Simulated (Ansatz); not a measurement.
# Run report: MgZn₃O₄, geometry relaxation (part 2 of 2)

The same run, continued: MgZn₃O₄ (P-43m, 8 atoms in the cell); DFT, r2SCAN+rVV10, plane waves, PAW, no spin polarisation (Ansatz 0.2.0); cutoff 500 eV, 6×6×6 k-mesh, Fermi–Dirac smearing of 0.03 eV. The structure was built on a prototype by a generator; it need not be a known phase. The geometry comes from this level: PBEsol.

Geometry of the input (Å; fractional positions):
```
4.9395  0.0000  0.0000
0.0000  4.9395  0.0000
0.0000  0.0000  4.9395
Mg 0.0000  0.0000  0.0000
Zn 0.0000  0.5000  0.0000
Zn 0.0000  0.0000  0.5000
Zn 0.5000  0.0000  0.0000
O  0.7808  0.2192  0.7808
O  0.2192  0.7808  0.7808
O  0.7808  0.7808  0.2192
O  0.2192  0.2192  0.2192
```

Output, continued
```
  k-point 0: bands = ["-71.6422", "-36.8010", "-36.8010", "-36.8010", "-14.8891", "-14.1285", "-14.1285", "-14.1285", "-2.4278", "-2.2547", "-2.2547", "-2.2547", "-2.1486", "-2.1486", "-1.8089", "-1.8089", "-1.8089", "-1.5611", "-1.5611", "-1.3493", "-1.3493", "-1.3493", "-1.3082", "-0.3559", "-0.3559", "1.3132", "1.3132", "1.3132", "1.4278", "1.6387", "1.6387", "1.6387", "2.8754", "2.8754", "2.8754", "4.8942", "9.4489", "9.4489", "9.4489", "11.7472", "11.7472", "14.5845", "14.7288"]
  k-point 1: bands = ["-71.6422", "-36.8012", "-36.8010", "-36.8010", "-14.8581", "-14.1615", "-14.1282", "-14.1282", "-2.4131", "-2.3208", "-2.2399", "-2.2399", "-2.1101", "-2.1073", "-1.8315", "-1.8315", "-1.8139", "-1.5968", "-1.5495", "-1.3693", "-1.3216", "-1.3203", "-1.3203", "-0.3887", "-0.1897", "1.1235", "1.1235", "1.2153", "1.4548", "1.6123", "1.7942", "1.7942", "2.5815", "2.8446", "2.8446", "5.3820", "9.2868", "9.7284", "9.7284", "11.7420", "11.7733", "14.4457", "14.4768"]
  k-point 2: bands = ["-71.6422", "-36.8016", "-36.8010", "-36.8010", "-14.7852", "-14.2382", "-14.1274", "-14.1274", "-2.4655", "-2.3372", "-2.2064", "-2.2064", "-2.0288", "-2.0120", "-1.8782", "-1.8782", "-1.8314", "-1.6878", "-1.5101", "-1.4077", "-1.3656", "-1.2600", "-1.2600", "-0.4594", "0.2068", "0.8660", "0.8660", "1.0330", "1.3683", "1.5613", "2.0075", "2.0075", "2.2075", "2.7561", "2.7561", "6.3440", "8.7671", "10.4189", "10.4189", "11.7318", "11.9006", "14.1090", "14.3540"]
  k-point 19: bands = ["-71.6422", "-36.8018", "-36.8018", "-36.8018", "-14.4861", "-14.2582", "-14.2582", "-14.2582", "-2.2964", "-2.2964", "-2.2964", "-2.0145", "-2.0145", "-2.0145", "-1.8025", "-1.8025", "-1.6899", "-1.4032", "-1.4032", "-1.4032", "-1.3645", "-1.3645", "-1.3645", "-0.9342", "-0.9342", "-0.9342", "0.4292", "1.6412", "1.6412", "2.4181", "2.4181", "2.4181", "2.8839", "2.8839", "2.8839", "8.8681", "8.8681", "8.8681", "11.3618", "11.3618", "11.3618", "11.4791", "12.9345"]
--- Relaxed structure (3 steps of the walk, 3 accepted, 1 SCFs on fresh bases) ---
  F+E_penalty+E_count = -14173.20092362 eV   max|allowed force component| = 1.305e-3 eV/Å   (the final SCF, on the basis selected at the relaxed cell)
  cell:  # Å, volume = 119.1927 Å³
    - [4.921337662567178, 2.9892037678510217e-34, 1.5407439555097887e-33]
    - [1.6250033905767303e-34, 4.921337662567178, 1.412348625883973e-33]
    - [1.5407439555097887e-33, 1.412348625883973e-33, 4.921337662567178]
  atoms:
    - { symbol: Mg, position: [-8.231126994471832e-21, -1.0974835992629089e-20, -5.487417996314559e-21] }
    - { symbol: Zn, position: [-8.231126994472e-21, 0.5, -5.4874179963144904e-21] }
    - { symbol: Zn, position: [-8.231126994471933e-21, -1.0974835992629176e-20, 0.5] }
    - { symbol: Zn, position: [0.5, -1.0974835992629101e-20, -5.4874179963146334e-21] }
    - { symbol: O, position: [0.7812720905483159, 0.2187279094516842, 0.7812720905483159] }
    - { symbol: O, position: [0.2187279094516842, 0.7812720905483159, 0.7812720905483159] }
    - { symbol: O, position: [0.7812720905483159, 0.7812720905483159, 0.2187279094516842] }
    - { symbol: O, position: [0.2187279094516842, 0.2187279094516842, 0.2187279094516842] }
```

File rho_z.tsv
```
# z_ang	rho[e/angstrom^3]
# format = ansatz-planar-average/11
# lattice	4.921337663	0.000000000	0.000000000
# lattice	0.000000000	4.921337663	0.000000000
# lattice	0.000000000	0.000000000	4.921337663
# sites	8
# site	12	-0.000000000	-0.000000000	-0.000000000
# site	30	-0.000000000	2.460668831	-0.000000000
# site	30	-0.000000000	-0.000000000	2.460668831
# site	30	2.460668831	-0.000000000	-0.000000000
# site	8	3.844903764	1.076433899	3.844903764
# site	8	1.076433899	3.844903764	3.844903764
# site	8	3.844903764	3.844903764	1.076433899
# site	8	1.076433899	1.076433899	1.076433899
0.000000	1.911918e0
0.109363	1.735091e0
0.218726	1.320220e0
0.328089	8.949764e-1
0.437452	6.091359e-1
0.546815	4.848598e-1
0.656178	4.753684e-1
0.765541	5.219553e-1
0.874904	5.787928e-1
0.984268	6.166798e-1
1.093631	6.194420e-1
1.202994	5.811995e-1
1.312357	5.060751e-1
1.421720	4.088540e-1
1.531083	3.119377e-1
1.640446	2.355940e-1
1.749809	1.883922e-1
1.859172	1.703478e-1
1.968535	1.861285e-1
2.077898	2.504035e-1
2.187261	3.744269e-1
2.296624	5.343366e-1
2.405987	6.537252e-1
2.515350	6.537252e-1
2.624713	5.343366e-1
2.734076	3.744269e-1
2.843440	2.504035e-1
2.952803	1.861285e-1
3.062166	1.703478e-1
3.171529	1.883922e-1
3.280892	2.355940e-1
3.390255	3.119377e-1
3.499618	4.088540e-1
3.608981	5.060751e-1
3.718344	5.811995e-1
3.827707	6.194420e-1
3.937070	6.166798e-1
4.046433	5.787928e-1
4.155796	5.219553e-1
4.265159	4.753684e-1
4.374522	4.848598e-1
4.483885	6.091359e-1
4.593248	8.949764e-1
4.702612	1.320220e0
4.811975	1.735091e0
```

File v_z.tsv
```
# z_ang	v_es[eV]	v_tot[eV]
# format = ansatz-planar-average/11
# xc	r2scan
# density_cutoff_ev	2500
# datasets	Mg=:simpson_from_first_knot:soft:shift=0	Zn=:simpson_from_first_knot:soft:shift=0	O=:simpson_from_first_knot:soft:shift=0
# lattice	4.921337663	0.000000000	0.000000000
# lattice	0.000000000	4.921337663	0.000000000
# lattice	0.000000000	0.000000000	4.921337663
# sites	8
# site	12	-0.000000000	-0.000000000	-0.000000000
# site	30	-0.000000000	2.460668831	-0.000000000
# site	30	-0.000000000	-0.000000000	2.460668831
# site	30	2.460668831	-0.000000000	-0.000000000
# site	8	3.844903764	1.076433899	3.844903764
# site	8	1.076433899	3.844903764	3.844903764
# site	8	3.844903764	3.844903764	1.076433899
# site	8	1.076433899	1.076433899	1.076433899
0.000000	-5.146029e0	-1.684056e1
0.109363	-4.851988e0	-1.651448e1
0.218726	-4.006647e0	-1.558690e1
0.328089	-2.744341e0	-1.416653e1
0.437452	-1.554218e0	-1.271073e1
0.546815	-6.657585e-1	-1.161366e1
0.656178	1.171610e-1	-1.069007e1
0.765541	8.439921e-1	-9.882654e0
0.874904	1.460770e0	-9.207156e0
0.984268	1.968204e0	-8.541334e0
1.093631	2.491586e0	-7.837547e0
1.202994	3.204299e0	-6.887628e0
1.312357	4.130843e0	-5.653966e0
1.421720	5.148743e0	-4.185033e0
1.531083	6.111429e0	-2.681500e0
1.640446	6.901738e0	-1.335283e0
1.749809	7.342198e0	-3.891038e-1
1.859172	7.226305e0	-1.414316e-1
1.968535	6.829722e0	-2.787481e-1
2.077898	6.428531e0	-5.476439e-1
2.187261	6.057950e0	-8.448866e-1
2.296624	5.781820e0	-1.108868e0
2.405987	5.635196e0	-1.240885e0
2.515350	5.635196e0	-1.240885e0
2.624713	5.781820e0	-1.108868e0
2.734076	6.057950e0	-8.448866e-1
2.843440	6.428531e0	-5.476439e-1
2.952803	6.829722e0	-2.787481e-1
3.062166	7.226305e0	-1.414316e-1
3.171529	7.342198e0	-3.891038e-1
3.280892	6.901738e0	-1.335283e0
3.390255	6.111429e0	-2.681500e0
3.499618	5.148743e0	-4.185033e0
3.608981	4.130843e0	-5.653966e0
3.718344	3.204299e0	-6.887628e0
3.827707	2.491586e0	-7.837547e0
3.937070	1.968204e0	-8.541334e0
4.046433	1.460770e0	-9.207156e0
4.155796	8.439921e-1	-9.882654e0
4.265159	1.171610e-1	-1.069007e1
4.374522	-6.657585e-1	-1.161366e1
4.483885	-1.554218e0	-1.271073e1
4.593248	-2.744341e0	-1.416653e1
4.702612	-4.006647e0	-1.558690e1
4.811975	-4.851988e0	-1.651448e1
```

Trajectory as extended XYZ (Å, eV, eV/Å), 4 frames, from step=1 to step=4
```
8
Lattice="4.9395 0.0000 0.0000 0.0000 4.9395 0.0000 0.0000 0.0000 4.9395" Properties=species:S:1:pos:R:3:forces:R:3 step=1 energy=-14173.19407 pressure_GPa=-1.29
Mg    0.0000    0.0000    0.0000    0.0000   0.0000   0.0000
Zn    0.0000    2.4697    0.0000    0.0000   0.0000   0.0000
Zn    0.0000    0.0000    2.4697    0.0000   0.0000   0.0000
Zn    2.4697    0.0000    0.0000    0.0000   0.0000   0.0000
O     3.8569    1.0826    3.8569    0.1108  -0.1108   0.1108
O     1.0826    3.8569    3.8569   -0.1108   0.1108   0.1108
O     3.8569    3.8569    1.0826    0.1108   0.1108  -0.1108
O     1.0826    1.0826    1.0826   -0.1108  -0.1108  -0.1108
8
Lattice="4.9321 0.0000 0.0000 0.0000 4.9321 0.0000 0.0000 0.0000 4.9321" Properties=species:S:1:pos:R:3:forces:R:3 step=2 energy=-14173.19880 pressure_GPa=-0.76
Mg    0.0000    0.0000    0.0000    0.0000   0.0000   0.0000
Zn    0.0000    2.4661    0.0000    0.0000   0.0000   0.0000
Zn    0.0000    0.0000    2.4661    0.0000   0.0000   0.0000
Zn    2.4661    0.0000    0.0000    0.0000   0.0000   0.0000
O     3.8521    1.0800    3.8521    0.0646  -0.0646   0.0646
O     1.0800    3.8521    3.8521   -0.0646   0.0646   0.0646
O     3.8521    3.8521    1.0800    0.0646   0.0646  -0.0646
O     1.0800    1.0800    1.0800   -0.0646  -0.0646  -0.0646
8
Lattice="4.9213 0.0000 0.0000 0.0000 4.9213 0.0000 0.0000 0.0000 4.9213" Properties=species:S:1:pos:R:3:forces:R:3 step=3 energy=-14173.20149 pressure_GPa=0.02
Mg    0.0000    0.0000    0.0000    0.0000   0.0000   0.0000
Zn    0.0000    2.4607    0.0000    0.0000   0.0000   0.0000
Zn    0.0000    0.0000    2.4607    0.0000   0.0000   0.0000
Zn    2.4607    0.0000    0.0000    0.0000   0.0000   0.0000
O     3.8449    1.0764    3.8449   -0.0012   0.0012  -0.0012
O     1.0764    3.8449    3.8449    0.0012  -0.0012  -0.0012
O     3.8449    3.8449    1.0764   -0.0012  -0.0012   0.0012
O     1.0764    1.0764    1.0764    0.0012   0.0012   0.0012
8
Lattice="4.9213 0.0000 0.0000 0.0000 4.9213 0.0000 0.0000 0.0000 4.9213" Properties=species:S:1:pos:R:3:forces:R:3 step=4 energy=-14173.20092 pressure_GPa=0.02
Mg    0.0000    0.0000    0.0000    0.0000   0.0000   0.0000
Zn    0.0000    2.4607    0.0000    0.0000   0.0000   0.0000
Zn    0.0000    0.0000    2.4607    0.0000   0.0000   0.0000
Zn    2.4607    0.0000    0.0000    0.0000   0.0000   0.0000
O     3.8449    1.0764    3.8449   -0.0013   0.0013  -0.0013
O     1.0764    3.8449    3.8449    0.0013  -0.0013  -0.0013
O     3.8449    3.8449    1.0764   -0.0013  -0.0013   0.0013
O     1.0764    1.0764    1.0764    0.0013   0.0013   0.0013
```

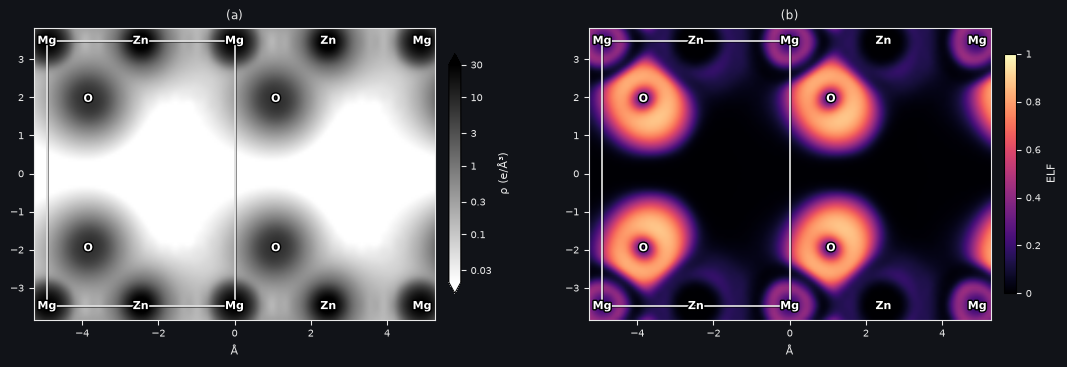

Fig. 1: (a) valence pseudo-density; (b) ELF on the (11̄0) plane of the conventional cell. The section cuts through Mg, Zn and O sites. Mg–O (1.86 Å): the density is about 0.59 e/Å³ at the midpoint; the ELF is about 0.35 at the midpoint. Zn–O (2.06 Å): the density is about 0.51 e/Å³ at the midpoint; the ELF is about 0.25 at the midpoint. Away from the nuclei the density in this plane falls to 0.004 e/Å³ at its lowest. Core electrons are frozen (PAW), so the fields are smoothed inside the atomic spheres.

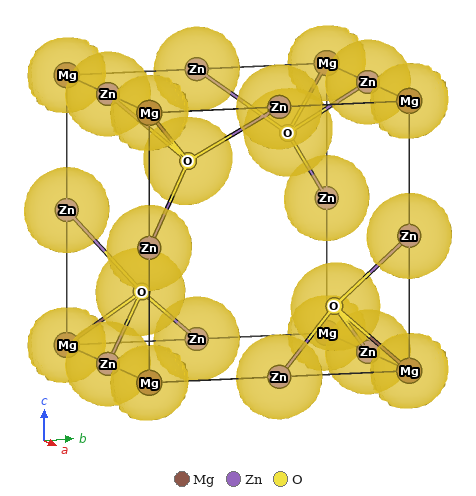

Fig. 2: Isosurface of the valence charge density (pseudo) at 0.8 e/Å³ (yellow), seen slightly off an axis. Sticks mark near contacts. The outline is the cell set on symmetry axes. At this value the density breaks into separate islands; it holds about 75 % of the electrons treated as valence (semicore included). It is pinched off along the Mg–O (1.86 Å) and Zn–O (2.06 Å) contacts. On the grid the lowest density along these lines, outside the cores, is 0.5 e/Å³ (Mg–O, 1.86 Å) and 0.5 e/Å³ (Zn–O, 2.06 Å).

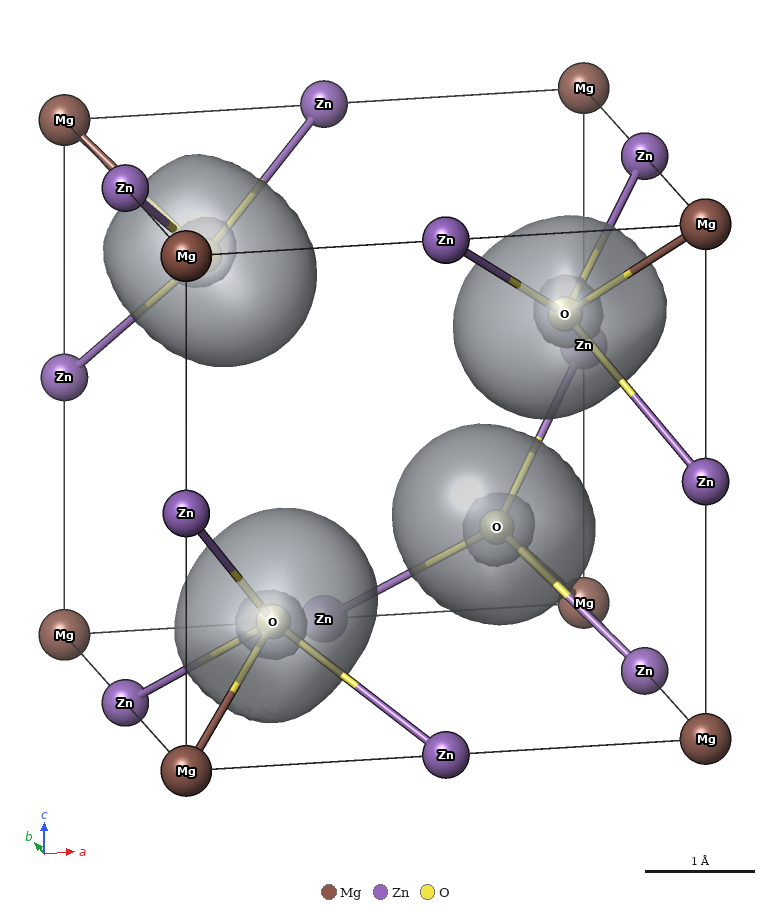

Fig. 3: Isosurface of the ELF at 0.65 (grey), seen slightly off an axis. Core shells and regions of very low density are left out. Sticks mark near contacts. The outline is the cell set on symmetry axes. Values along the shortest contacts: Mg–O (1.86 Å): the ELF is about 0.35 at the midpoint. Zn–O (2.06 Å): the ELF is about 0.25 at the midpoint.

Results in brief

| quantity | value |
| --- | --- |
| outcome | converged |
| space group (tolerance 0.01 Å) | P-43m (215) |
| electrons treated | 70 |
| free energy | −14173.2009 eV |
| Fermi energy | 3.936 eV |
| gap on the k-point mesh | 2.01 eV |
| pressure | 0.02 GPa |
| final volume | 119.19 Å³ |
| largest force (length of the vector) at the end | 0.002 eV/Å |
| final cell | a = 4.921 Å, b = 4.921 Å, c = 4.921 Å, α = 90.00°, β = 90.00°, γ = 90.00° |
| hardware | 4 threads of Arm Neoverse V2, 24 GiB of memory available, shared host |
| wall time | 33 s (CPU time 2.1 min) |
| peak memory | 0.81 GiB |
